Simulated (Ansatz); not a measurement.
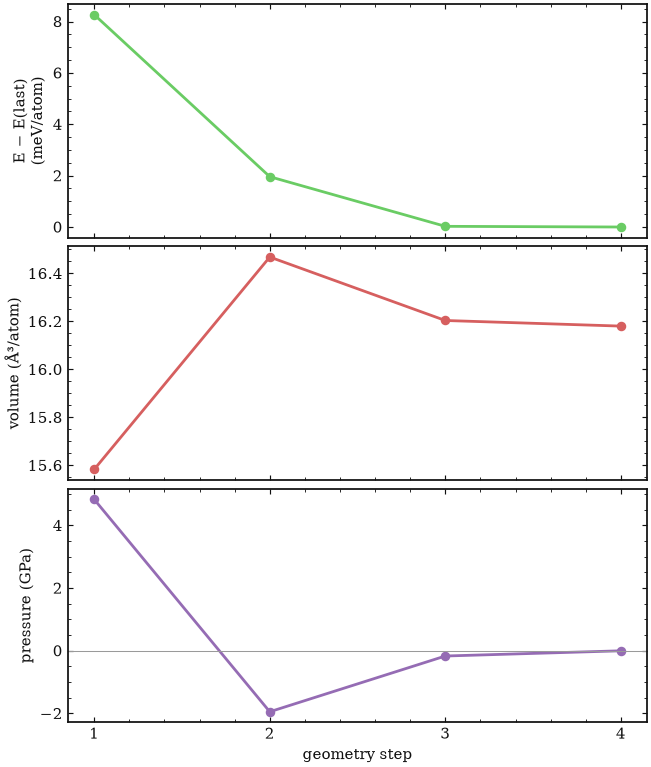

History of a geometry optimisation. Atoms and cell relax. A closing SCF on a freshly chosen basis isn't drawn.

```
crystal:
  lattice:
    - [3.147, 0.0, 0.0]
    - [0.0, 3.147, 0.0]
    - [0.0, 0.0, 3.147]
  atoms:
    - { symbol: Zn, position: [0.5, 0.5, 0.5] }
    - { symbol: Au, position: [0.0, 0.0, 0.0] }
basis:
  ecutrho_ratio: 6
kpoints:
  mp_grid: { grid: [14, 14, 14] }
hamiltonian:
  xc: pbe
scf:
  occupations: { method: gaussian, width: 0.1 }
  initial_density: { chi_scale: 0.1 }
output:
  forces: true
  eigenvalues: true
  stress: true
relax:
  adjacent_minimum: "off"
  f_tol: 0.005
  max_steps: 80
  cell: { stress_tol: 0.05 }
accuracy: medium
```

Launched with:
```bash
ansatz run input.yaml --threads 4 --pin off --max-ram 9216MiB --backend cpu --events-out ev --progress --plain --runs-dir out
```

Question: How did it end, and what did it gain?

Answer: The optimisation met its thresholds at geometry 4, counting the start as the first. The energy fell by about 8.3 meV/atom from the first step to the last. All forces vanish by symmetry, so only the cell moves.

Question: Was the starting cell too large or too small?

Answer: The volume grows from 15.58 to 16.18 Å³ per atom (+3.8 %), overshooting to 16.47 at step 2, as the pressure goes from 4.8 GPa to about 0 GPa. The start was compressed.
